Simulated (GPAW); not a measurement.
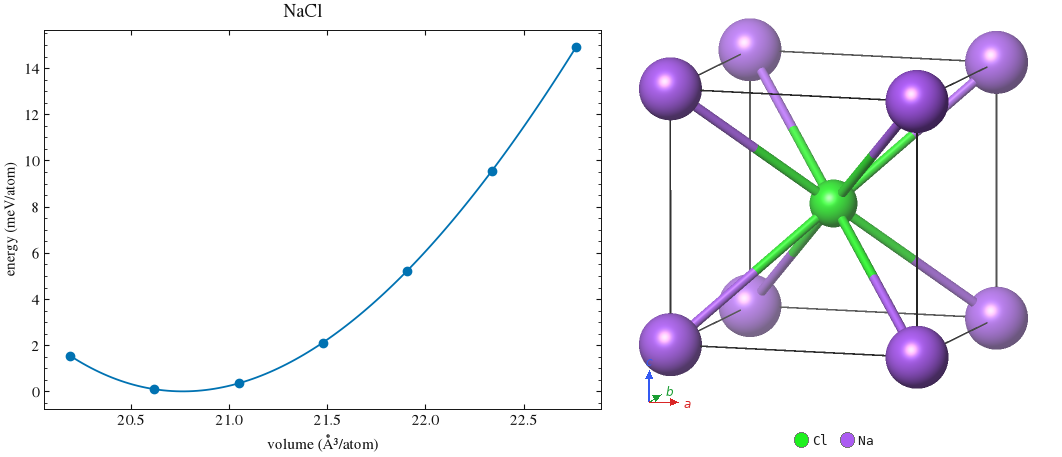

The plot gives the computed energy against volume for NaCl, space group Pm-3m (No. 221). The conventional cell is drawn beside the plot.

Cell as given: a = 3.502 Å, b = 3.502 Å, c = 3.502 Å, α = 90.00°, β = 90.00°, γ = 90.00°; 2 atoms.

Computed with GPAW 26.7.0: PAW DFT in plane waves, on a grid or in atomic orbitals, no spin polarisation; energies at scaled volumes of the given cell, shape and fractions fixed, counted from the fit's minimum, third-order Birch-Murnaghan fit. Level: r2SCAN.

- k mesh: 8×8×8
- occupations: Fermi–Dirac
- smearing width: 0.05 eV
- potentials: GPAW PAW data sets (gpaw data 1.2.1)
- wave cutoff: 800 eV
- program settings: basis pw

This calculation gives: equilibrium volume 20.77 Å³/atom and bulk modulus 29.5 GPa.

Now the level changes from r2SCAN to PBE. What happens?

The equilibrium volume rises from 20.77 to 21.60 Å³/atom (+4.0 %) and the bulk modulus falls from 29.5 to 25.4 GPa (−14 %).

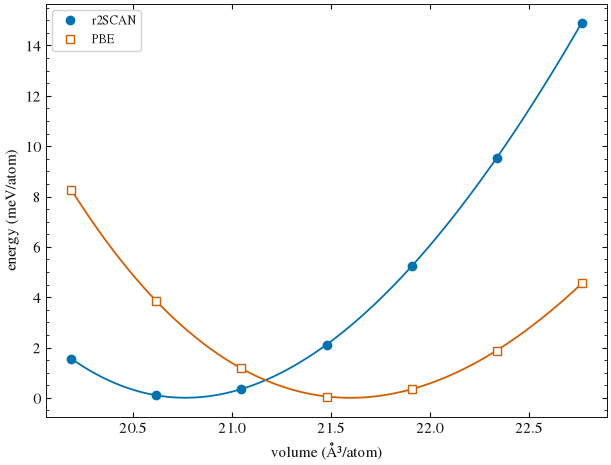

The two results together.

V0 and the bulk modulus come from third-order Birch–Murnaghan fits.
